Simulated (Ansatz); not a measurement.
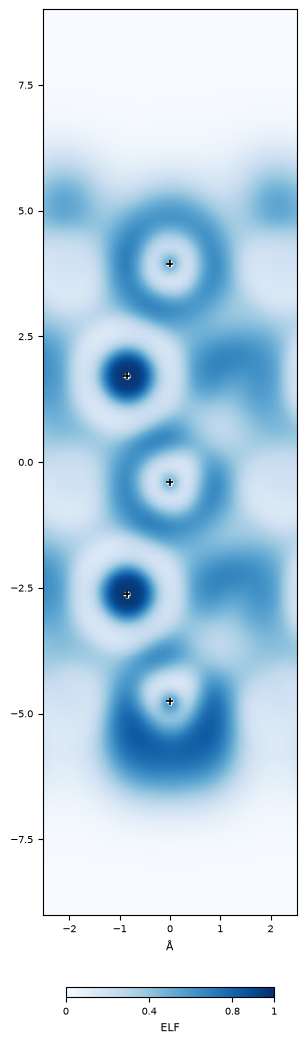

The electron localisation function on a plane through atoms (crosses mark nuclei in the plane).

All numbers below come from Ansatz 0.2.0, DFT LDA, scalar-relativistic, plane waves, PAW.

Candidates:
A. Bi₂Se₃ (slab), a = 4.10 Å, b = 4.10 Å, c = 31.23 Å, α = 90.00°, β = 90.00°, γ = 120.00°. 
B. CoSi (slab), a = 4.35 Å, b = 4.35 Å, c = 24.61 Å, α = 90.00°, β = 90.00°, γ = 90.00°. Not relaxed (largest force 1.5 eV/Å); computed without spin polarisation.

Which candidate gave the map?

Candidate B: CoSi on the (100) plane of the calculation cell, a cut from vacuum to vacuum, which holds Si and Co. Co–Si (2.29 Å): the ELF peaks at about 0.65 in the valence shell of Si, 0.9 Å from its nucleus, and is about 0.45 at the midpoint. Co–Si (2.38 Å): the ELF peaks at about 0.70 in the valence shell of Si, 0.9 Å from its nucleus, and is about 0.45 at the midpoint.
